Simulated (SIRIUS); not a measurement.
**A series of single points on CaO**

System: CaO (Fm-3m, 2 atoms in the cell).
Method: Kohn-Sham DFT of a periodic cell, PBEsol, dojo-sr-pbesol-0.4.1-standard, no spin polarisation (SIRIUS 7.10.0).

The 7 runs differ only in the geometry, by an even scaling of the cell at fixed fractional positions. The structure derives from a Materials Project entry.

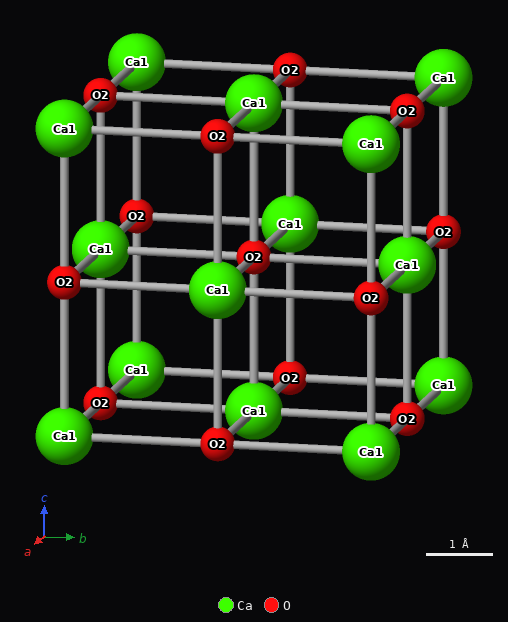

Figure 1. The structure of run 4 (ball-and-stick view of the cell 4 times as large as that of the calculation, set on its symmetry axes, seen slightly off an axis; atoms are numbered from 1 in the order of the input). An atom can appear more than once, as a periodic image.

## Input of run 4
```
{
  "control": {
    "processing_unit": "cpu",
    "verbosity": 2,
    "num_bands_to_print": 15,
    "print_forces": true,
    "print_stress": true
  },
  "parameters": {
    "electronic_structure_method": "pseudopotential",
    "xc_functionals": ["XC_GGA_X_PBE_SOL", "XC_GGA_C_PBE_SOL"],
    "gk_cutoff": 9.2,
    "pw_cutoff": 18.4,
    "ngridk": [10, 10, 10],
    "shiftk": [0, 0, 0],
    "smearing": "fermi_dirac",
    "smearing_width": 0.0018374661,
    "num_bands": 15,
    "num_mag_dims": 0,
    "num_dft_iter": 100,
    "energy_tol": 1e-08,
    "density_tol": 1e-06
  },
  "iterative_solver": {
    "type": "davidson",
    "min_tolerance": 1e-09,
    "tolerance_scale": [0.1, 0.25]
  },
  "mixer": {
    "type": "anderson",
    "beta": 0.7,
    "max_history": 8
  },
  "settings": {
    "tol_ne": 1e-10,
    "pseudo_grid_cutoff": 6.5
  },
  "unit_cell": {
    "lattice_vectors": [
      [0.0, 4.542061990724, 4.542061990724],
      [4.542061990724, 0.0, 4.542061990724],
      [4.542061990724, 4.542061990724, 0.0]
    ],
    "atom_coordinate_units": "lattice",
    "atom_types": ["Ca", "O"],
    "atom_files": {
      "O": "O.json",
      "Ca": "Ca.json"
    },
    "atoms": {
      "Ca": [
        [0.0, 0.0, 0.0]
      ],
      "O": [
        [0.5, 0.5, 0.5]
      ]
    }
  }
}
```

Command:
```bash
upf_to_json O.upf
upf_to_json Ca.upf
OMP_NUM_THREADS=1 sirius.scf --input=sirius.json --output=out.json --task=0
```

Run 3 differs from it as follows:
```diff
-      [0.0, 4.542061990724, 4.542061990724],
-      [4.542061990724, 0.0, 4.542061990724],
-      [4.542061990724, 4.542061990724, 0.0]
+      [0.0, 4.511577434761, 4.511577434761],
+      [4.511577434761, 0.0, 4.511577434761],
+      [4.511577434761, 4.511577434761, 0.0]
```

## Results, with one run withheld

```tsv
run	volume per atom (Å³)	free energy per atom, from the lowest run given (meV)	pressure (GPa)	gap on the mesh (eV)
1	13.052	5.05	4.26	3.53
2	13.330	0.00	1.56	3.54
3	13.608	?	?	?
4	13.886	2.73	−3.01	3.56
5	14.163	9.63	−4.95	3.57
6	14.441	19.70	−6.69	3.57
7	14.719	32.62	−8.24	3.58
```

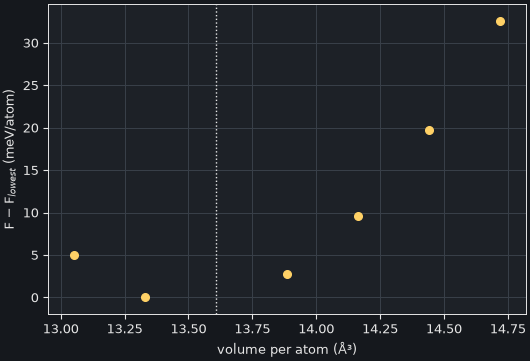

Figure 2. Free energy per atom of the runs given; the dotted line marks run 3.

Estimate the energy of run 3 from the others.

A cubic polynomial in V^(−2/3) (the Birch–Murnaghan form), fitted to the 6 runs given, misses them by at most 0.01 meV per atom. With x = V^(−2/3) − 0.17289 Å⁻², it reads F = 3.2142 − 2393.8 x + 3.4844e+05 x² + 4.4687e+05 x³ (meV per atom). At run 3 it gives −0.62 meV per atom, and the run itself gives −0.62. The slope of the fit gives a pressure −dF/dV of −0.83 GPa there, and the run prints −0.85 GPa. The fit has its minimum at 13.509 Å³ per atom, where V d²F/dV² gives 116 GPa: the bulk modulus at this level, since symmetry fixes the shape and the positions. The gap on the mesh goes, without turning, from 3.53 eV in run 1 to 3.58 eV in run 7; run 3 has 3.55 eV. These are gaps of this functional on this mesh, which can miss the band edges; they aren't the measured gap.

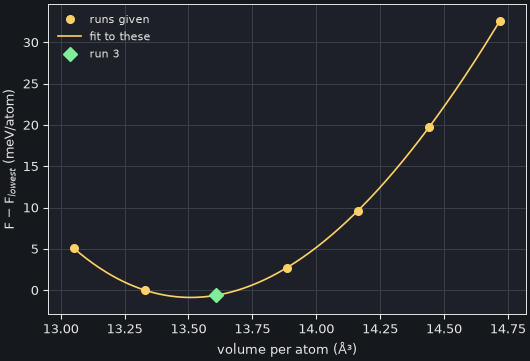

Figure 3. The fit and the withheld run.

## Some lines of the output (run 3)
```
[...]
[find] Total energy                   :     -55.27009308 (Ha),    -110.54018616 (Ry)
[find] Free energy (E-TS)             :     -55.27009308 (Ha),    -110.54018616 (Ry)
[find] band gap (eV)                  :       3.55258290
[find] Efermi                         :       0.36439380
[find] band gap (eV)                  :       3.55270883
[find] Efermi                         :       0.36439319
[find] band gap (eV)                  :       3.55276444
[find] Efermi                         :       0.36439312
[find] band gap (eV)                  :       3.55280511
[find] Efermi                         :       0.36439248
[find] band gap (eV)                  :       3.55291588
[find] Efermi                         :       0.36439164
[find] band gap (eV)                  :       3.55299737
[find] Efermi                         :       0.36439088
```
